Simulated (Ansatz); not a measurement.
# C$_{10}$F: geometry relaxation (part 4 of 4)

The same run, continued: C$_{10}$F (slab, 11 atoms in the cell); DFT PBEsol, scalar-relativistic, plane waves, PAW, spin-polarised (Ansatz 0.2.0); cutoff 420 eV, 12×12×1 k-mesh, Gaussian smearing of 0.05 eV, collinear spins. The structure derives from an entry of the Crystallography Open Database. The input holds or restrains some coordinates. Forces given for the steps count only the free coordinates. It belongs to a series of runs on one base structure; here: F put at a hollow C-C site.

Geometry of the input (Å; fractional positions):
```
2.4988  0.0000  0.0000
-1.2494  2.1640  0.0000
0.0000  0.0000  27.8443
C  0.3333  0.6667  0.3053
C  0.6667  0.3333  0.3240
C  0.6667  0.3333  0.3800
C  0.3333  0.6667  0.3988
C  0.3333  0.6667  0.4547
C  0.6667  0.3333  0.4675
C  0.6667  0.3333  0.5764
C  0.3333  0.6667  0.5767
C  0.3333  0.6667  0.7160
C  0.6667  0.3333  0.7160
F  0.0000  0.0000  0.6816
```

Output, continued
```
  k-point 1 ↑: bands = ["-21.6939", "-20.0327", "-18.7422", "-17.0214", "-15.3470", "-15.2420", "-10.5866", "-7.3878", "-4.0578", "-3.4519", "-2.5508", "-2.0676", "-1.7993", "-1.2730", "-1.1594", "-0.7608", "-0.3438", "-0.2039", "-0.0216", "0.1614", "0.2920", "0.4277", "0.9196", "1.2360", "3.5641", "6.8410", "7.1778", "7.2963", "7.7271", "8.0372", "8.3140", "8.6431", "8.7179", "9.3446", "9.5566"]
  k-point 2 ↑: bands = ["-21.4140", "-19.5325", "-18.2574", "-16.5564", "-14.8688", "-14.7839", "-10.1532", "-7.0341", "-4.6026", "-3.8185", "-3.6417", "-2.9578", "-2.9000", "-2.5877", "-2.0900", "-1.6301", "-1.4145", "-1.1475", "-1.0715", "-0.7421", "-0.4755", "0.0108", "0.2435", "1.1722", "3.5199", "6.7610", "7.6210", "7.8193", "8.3741", "8.4117", "8.9135", "9.0277", "9.4917", "9.9560", "10.0236"]
  k-point 18 ↓: bands = ["-19.9343", "-13.1325", "-13.1201", "-12.2161", "-11.6932", "-10.3783", "-10.2258", "-9.7325", "-8.7678", "-8.7678", "-8.6923", "-8.6364", "-8.5483", "-7.3322", "-6.6660", "-5.9020", "-5.0805", "-4.7492", "-3.4750", "-3.3706", "-1.5649", "-1.0299", "2.8818", "3.4095", "3.7051", "3.7231", "5.9779", "9.3402", "9.5180", "10.8384", "11.7486", "12.9506", "13.8542", "13.8609", "14.3812"]
--- Relaxed structure (22 steps of the walk, 22 accepted, 0 SCFs on fresh bases) ---
  F+E_penalty+E_count = -3261.18230160 eV   max|allowed force component| = 2.913e-2 eV/Å
  atoms:
    - { symbol: C, position: [0.33333333333333337, 0.6666666666666666, 0.30526909420000004] }
    - { symbol: C, position: [0.6666666666666667, 0.3333333333333333, 0.3240382868000001] }
    - { symbol: C, position: [0.6666666666666667, 0.3333333333333333, 0.37998524340000006] }
    - { symbol: C, position: [0.33333333333333337, 0.6666666666666666, 0.39875443600000005] }
    - { symbol: C, position: [0.33333333333333337, 0.6666666666666666, 0.4547013927000001] }
    - { symbol: C, position: [0.6666666666666667, 0.3333333333333333, 0.47322114869017723] }
    - { symbol: C, position: [0.6666666666666667, 0.3333333333333333, 0.5306342158333014] }
    - { symbol: C, position: [0.33333333333333337, 0.6666666666666666, 0.5469843985521107] }
    - { symbol: C, position: [0.33333333333333337, 0.6666666666666666, 0.7061738685276755] }
    - { symbol: C, position: [0.6666666666666667, 0.3333333333333333, 0.7061633544759475] }
    - { symbol: F, position: [-4.578135774522676e-28, 3.431738222390786e-17, 0.598348860797351] }
--- Löwdin populations: 11 sites ---
  site symbol       q [e]    m [muB]
     0      C      3.9511     0.8926
     1      C      4.0061    -0.0615
     2      C      3.9838     0.1057
     3      C      3.9848     0.0003
     4      C      3.9885     0.0142
     5      C      3.9816    -0.0004
     6      C      3.9704     0.0031
     7      C      3.6904    -0.0015
     8      C      3.9380     0.0000
     9      C      3.9382     0.0000
    10      F      7.2997     0.0023
  spilling = 0.005688 (of n_electrons = 47.000000)
```

File populations.tsv
```
# site	symbol	l	j	q_up	q_dn
# orbitals = lowdin
# n_electrons = 47.000000
# spilling = 0.005688
0	C	0_2S	-	0.590363	0.459315
0	C	1_2P	-	1.831461	1.069931
1	C	0_2S	-	0.466212	0.475989
1	C	1_2P	-	1.506112	1.557830
2	C	0_2S	-	0.486176	0.464959
2	C	1_2P	-	1.558550	1.474111
3	C	0_2S	-	0.473039	0.470475
3	C	1_2P	-	1.519490	1.521764
4	C	0_2S	-	0.471804	0.469160
4	C	1_2P	-	1.529548	1.517944
5	C	0_2S	-	0.477357	0.476597
5	C	1_2P	-	1.513257	1.514436
6	C	0_2S	-	0.470583	0.470102
6	C	1_2P	-	1.516159	1.513579
7	C	0_2S	-	0.488460	0.488350
7	C	1_2P	-	1.355985	1.357634
8	C	0_2S	-	0.459491	0.459490
8	C	1_2P	-	1.509541	1.509521
9	C	0_2S	-	0.459479	0.459478
9	C	1_2P	-	1.509650	1.509609
10	F	0_2S	-	0.981441	0.981511
10	F	1_2P	-	2.669559	2.667175
```

Trajectory as extended XYZ (Å, eV, eV/Å), 9 of the 22 frames kept, from step=1 to step=22
```
11
Lattice="2.4988 0.0000 0.0000 -1.2494 2.1640 0.0000 0.0000 0.0000 27.8443" Properties=species:S:1:pos:R:3:forces:R:3 step=1 energy=-3253.24778
C     0.0000    1.4427    8.5000    0.0000   0.0000   3.5007
C     1.2494    0.7213    9.0226    0.0000   0.0000  -4.4351
C     1.2494    0.7213   10.5804    0.0000   0.0000   1.3184
C     0.0000    1.4427   11.1030    0.0000   0.0000  -2.9117
C     0.0000    1.4427   12.6608    0.0000   0.0000   2.5357
C     1.2494    0.7213   13.0178    0.0000   0.0000  -0.0048
C     1.2494    0.7213   16.0481    0.0000   0.0000  -0.0449
C     0.0000    1.4427   16.0568    0.0000   0.0000  -0.0481
C     0.0000    1.4427   19.9377    0.0000   0.0000   8.3862
C     1.2494    0.7213   19.9378    0.0000   0.0000   8.3855
F     0.0000    0.0000   18.9778    0.0000   0.0000 -16.6807
11
Lattice="2.4988 0.0000 0.0000 -1.2494 2.1640 0.0000 0.0000 0.0000 27.8443" Properties=species:S:1:pos:R:3:forces:R:3 step=4 energy=-3258.92783
C     0.0000    1.4427    8.5000    0.0000   0.0000   3.5489
C     1.2494    0.7213    9.0226    0.0000   0.0000  -4.4882
C     1.2494    0.7213   10.5804    0.0000   0.0000   1.2875
C     0.0000    1.4427   11.1030    0.0000   0.0000  -2.7751
C     0.0000    1.4427   12.6608    0.0000   0.0000   2.4295
C     1.2494    0.7213   13.0213    0.0000   0.0000   0.0886
C     1.2494    0.7213   15.8985    0.0000   0.0000  -0.0997
C     0.0000    1.4427   15.9089    0.0000   0.0000   0.0759
C     0.0000    1.4427   20.2450    0.0000   0.0000   0.7525
C     1.2494    0.7213   20.2450    0.0000   0.0000   0.7512
F     0.0000    0.0000   18.4978    0.0000   0.0000  -1.5712
11
Lattice="2.4988 0.0000 0.0000 -1.2494 2.1640 0.0000 0.0000 0.0000 27.8443" Properties=species:S:1:pos:R:3:forces:R:3 step=6 energy=-3259.73916
C     0.0000    1.4427    8.5000    0.0000   0.0000   3.3669
C     1.2494    0.7213    9.0226    0.0000   0.0000  -4.1397
C     1.2494    0.7213   10.5804    0.0000   0.0000   0.9931
C     0.0000    1.4427   11.1030    0.0000   0.0000  -2.2037
C     0.0000    1.4427   12.6608    0.0000   0.0000   2.1507
C     1.2494    0.7213   13.0527    0.0000   0.0000  -0.0307
C     1.2494    0.7213   15.8566    0.0000   0.0000  -0.2766
C     0.0000    1.4427   15.8765    0.0000   0.0000  -0.1891
C     0.0000    1.4427   20.4299    0.0000   0.0000   0.1448
C     1.2494    0.7213   20.4297    0.0000   0.0000   0.1479
F     0.0000    0.0000   18.1082    0.0000   0.0000   0.0365
11
Lattice="2.4988 0.0000 0.0000 -1.2494 2.1640 0.0000 0.0000 0.0000 27.8443" Properties=species:S:1:pos:R:3:forces:R:3 step=9 energy=-3259.82630
C     0.0000    1.4427    8.5000    0.0000   0.0000   3.3266
C     1.2494    0.7213    9.0226    0.0000   0.0000  -4.0670
C     1.2494    0.7213   10.5804    0.0000   0.0000   0.9006
C     0.0000    1.4427   11.1030    0.0000   0.0000  -2.0757
C     0.0000    1.4427   12.6608    0.0000   0.0000   1.7296
C     1.2494    0.7213   13.0502    0.0000   0.0000   0.2099
C     1.2494    0.7213   15.5050    0.0000   0.0000  -0.1223
C     0.0000    1.4427   15.5562    0.0000   0.0000   0.1128
C     0.0000    1.4427   20.5056    0.0000   0.0000   0.0017
C     1.2494    0.7213   20.5057    0.0000   0.0000   0.0007
F     0.0000    0.0000   17.8929    0.0000   0.0000  -0.0170
11
Lattice="2.4988 0.0000 0.0000 -1.2494 2.1640 0.0000 0.0000 0.0000 27.8443" Properties=species:S:1:pos:R:3:forces:R:3 step=11 energy=-3259.85168
C     0.0000    1.4427    8.5000    0.0000   0.0000   3.2868
C     1.2494    0.7213    9.0226    0.0000   0.0000  -4.0176
C     1.2494    0.7213   10.5804    0.0000   0.0000   0.8745
C     0.0000    1.4427   11.1030    0.0000   0.0000  -1.7722
C     0.0000    1.4427   12.6608    0.0000   0.0000   1.5631
C     1.2494    0.7213   13.0719    0.0000   0.0000   0.2375
C     1.2494    0.7213   15.3256    0.0000   0.0000  -0.3057
C     0.0000    1.4427   15.4186    0.0000   0.0000   0.2547
C     0.0000    1.4427   20.4007    0.0000   0.0000  -0.0243
C     1.2494    0.7213   20.4008    0.0000   0.0000  -0.0251
F     0.0000    0.0000   17.6812    0.0000   0.0000  -0.0716
11
Lattice="2.4988 0.0000 0.0000 -1.2494 2.1640 0.0000 0.0000 0.0000 27.8443" Properties=species:S:1:pos:R:3:forces:R:3 step=14 energy=-3260.22821
C     0.0000    1.4427    8.5000    0.0000   0.0000   3.2014
C     1.2494    0.7213    9.0226    0.0000   0.0000  -3.8308
C     1.2494    0.7213   10.5804    0.0000   0.0000   0.7620
C     0.0000    1.4427   11.1030    0.0000   0.0000  -1.0581
C     0.0000    1.4427   12.6608    0.0000   0.0000   0.8677
C     1.2494    0.7213   13.1224    0.0000   0.0000   0.7918
C     1.2494    0.7213   15.0639    0.0000   0.0000  -1.8374
C     0.0000    1.4427   15.2595    0.0000   0.0000   2.2397
C     0.0000    1.4427   19.9960    0.0000   0.0000  -0.0398
C     1.2494    0.7213   19.9961    0.0000   0.0000  -0.0418
F     0.0000    0.0000   17.1340    0.0000   0.0000  -1.0547
11
Lattice="2.4988 0.0000 0.0000 -1.2494 2.1640 0.0000 0.0000 0.0000 27.8443" Properties=species:S:1:pos:R:3:forces:R:3 step=17 energy=-3261.11413
C     0.0000    1.4427    8.5000    0.0000   0.0000   3.1852
C     1.2494    0.7213    9.0226    0.0000   0.0000  -3.6806
C     1.2494    0.7213   10.5804    0.0000   0.0000   0.6254
C     0.0000    1.4427   11.1030    0.0000   0.0000  -0.3526
C     0.0000    1.4427   12.6608    0.0000   0.0000  -0.6887
C     1.2494    0.7213   13.1654    0.0000   0.0000  -0.6781
C     1.2494    0.7213   14.6904    0.0000   0.0000   1.5611
C     0.0000    1.4427   15.1709    0.0000   0.0000  -0.0875
C     0.0000    1.4427   20.2129    0.0000   0.0000  -0.0092
C     1.2494    0.7213   20.2128    0.0000   0.0000  -0.0075
F     0.0000    0.0000   16.5711    0.0000   0.0000   0.1325
11
Lattice="2.4988 0.0000 0.0000 -1.2494 2.1640 0.0000 0.0000 0.0000 27.8443" Properties=species:S:1:pos:R:3:forces:R:3 step=19 energy=-3261.17475
C     0.0000    1.4427    8.5000    0.0000   0.0000   3.1781
C     1.2494    0.7213    9.0226    0.0000   0.0000  -3.6824
C     1.2494    0.7213   10.5804    0.0000   0.0000   0.6547
C     0.0000    1.4427   11.1030    0.0000   0.0000  -0.3605
C     0.0000    1.4427   12.6608    0.0000   0.0000  -0.0001
C     1.2494    0.7213   13.1719    0.0000   0.0000  -0.0045
C     1.2494    0.7213   14.7618    0.0000   0.0000  -0.1074
C     0.0000    1.4427   15.2116    0.0000   0.0000   0.1727
C     0.0000    1.4427   20.0172    0.0000   0.0000   0.0002
C     1.2494    0.7213   20.0177    0.0000   0.0000  -0.0194
F     0.0000    0.0000   16.6278    0.0000   0.0000   0.1686
11
Lattice="2.4988 0.0000 0.0000 -1.2494 2.1640 0.0000 0.0000 0.0000 27.8443" Properties=species:S:1:pos:R:3:forces:R:3 step=22 energy=-3261.18230
C     0.0000    1.4427    8.5000    0.0000   0.0000   3.1728
C     1.2494    0.7213    9.0226    0.0000   0.0000  -3.6801
C     1.2494    0.7213   10.5804    0.0000   0.0000   0.6667
C     0.0000    1.4427   11.1030    0.0000   0.0000  -0.3430
C     0.0000    1.4427   12.6608    0.0000   0.0000   0.2208
C     1.2494    0.7213   13.1765    0.0000   0.0000  -0.0030
C     1.2494    0.7213   14.7751    0.0000   0.0000   0.0085
C     0.0000    1.4427   15.2304    0.0000   0.0000  -0.0171
C     0.0000    1.4427   19.6629    0.0000   0.0000  -0.0025
C     1.2494    0.7213   19.6626    0.0000   0.0000   0.0061
F     0.0000    0.0000   16.6606    0.0000   0.0000  -0.0291
```

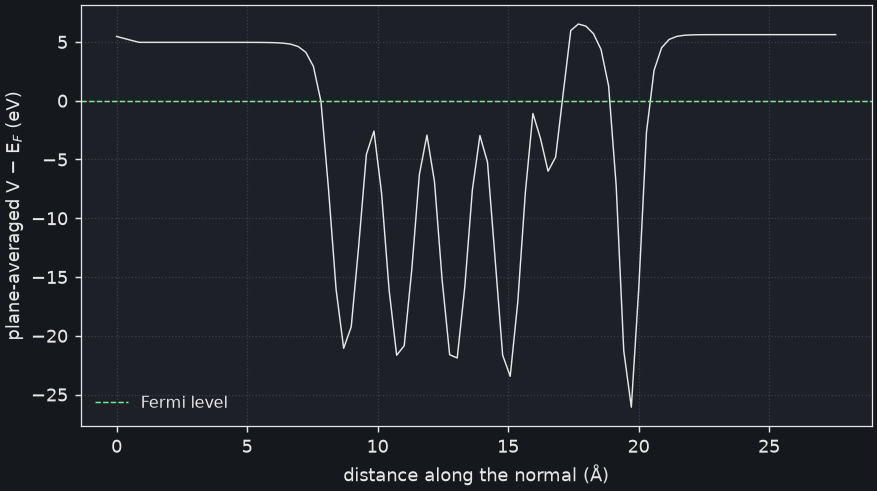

Figure 1. Plane average of the electrostatic potential energy of an electron across the cell, from the Fermi level. The vacuum level lies 5.62 eV above the Fermi level on the upper side and 4.97 eV on the lower.

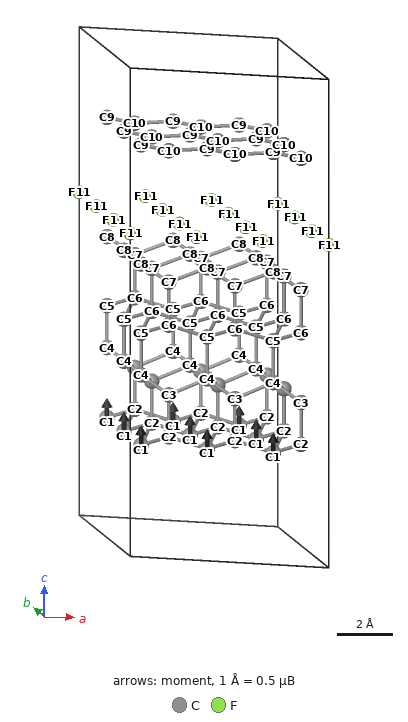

Figure 2. Magnetic moments of the sites as black arrows (ball-and-stick view of the 3 × 3 repeat of the cell, with the vacuum cut short, seen slightly off an axis; atoms are numbered from 1 in the order of the input); small moments hardly show. The run is collinear, so the axis drawn is arbitrary. Site moments: C1 (0.37 μB); C3 (0.06 μB). They are counted near the atoms and needn't add up to the moment of the cell.

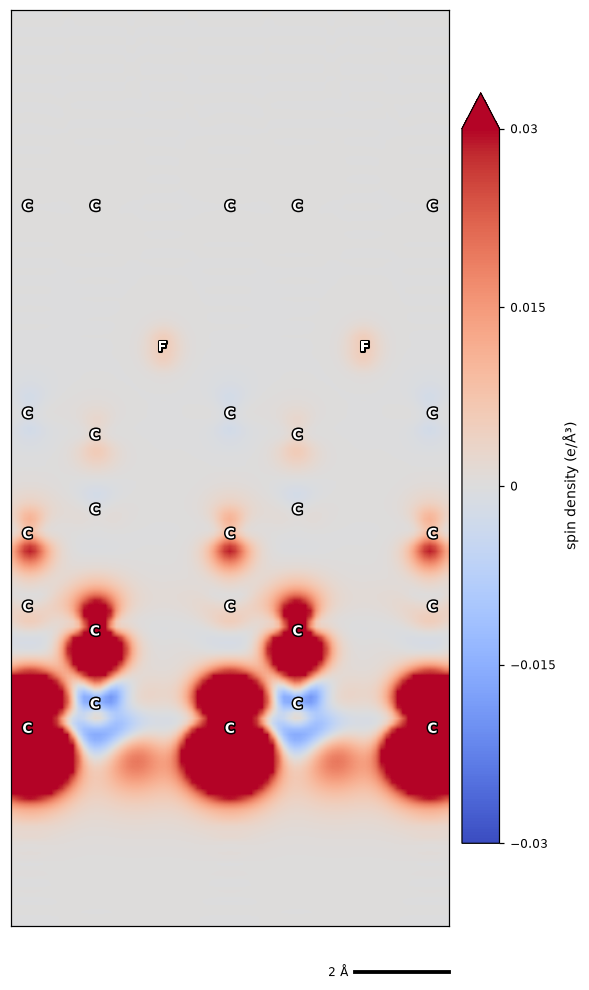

Figure 3. Spin density (up minus down) on the (110) plane of the calculation cell, a cut from vacuum to vacuum. The section cuts through C and F sites. The spin density sits on C: +0.4 μB in one cell of 11 atoms. The cell of the calculation (11 atoms) carries 1.0 μB net. The fields are those of the smooth PAW valence density.

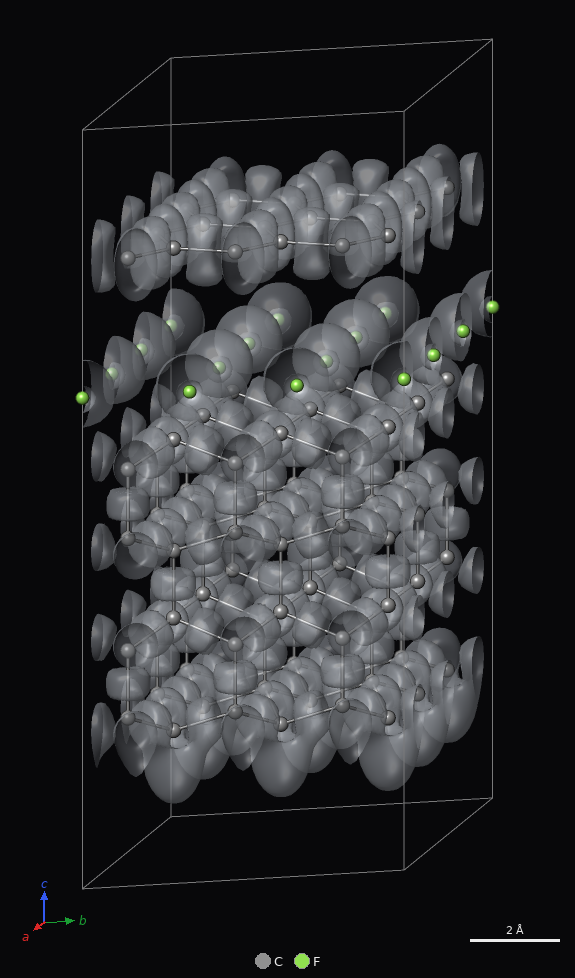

Figure 4. Isosurface of the electron localisation function at 0.7 (grey), seen slightly off an axis. Only the valence region is drawn (cores and ρ < 0.01 e/Å³ removed). Sticks mark near contacts. Profiles from the grid: C–C (1.44 Å): the ELF peaks at about 0.95 between the atoms (a shared electron pair).

Key numbers

```json
{"quantity": "outcome", "value": "converged under the restraints of the input"}
{"quantity": "electrons treated", "value": "47"}
{"quantity": "free energy", "value": "−3261.1823 eV"}
{"quantity": "work function, top face", "value": "5.62 eV"}
{"quantity": "work function, bottom face", "value": "4.97 eV"}
{"quantity": "Fermi energy", "value": "2.444 eV"}
{"quantity": "gap on the k-point mesh", "value": "none (metallic)"}
{"quantity": "net moment of the cell", "value": "0.96 μB"}
{"quantity": "integrated absolute moment", "value": "0.99 μB"}
{"quantity": "final volume", "value": "150.57 Å³"}
{"quantity": "work function (upper face)", "value": "5.62 eV"}
{"quantity": "largest force (length of the vector) at the end, held atoms and coordinates included", "value": "3.680 eV/Å"}
{"quantity": "hardware", "value": "2 threads of Intel Xeon (Granite Rapids), 192 GiB of memory available, shared host"}
{"quantity": "wall time", "value": "4.2 min (CPU time 8.2 min)"}
{"quantity": "peak memory", "value": "0.51 GiB"}
```

Notes

The electronic state found may not be the lowest one. Notes on the run: a screening estimate came out negative during mixing; the exchange-correlation potential is rough where the density is thin.
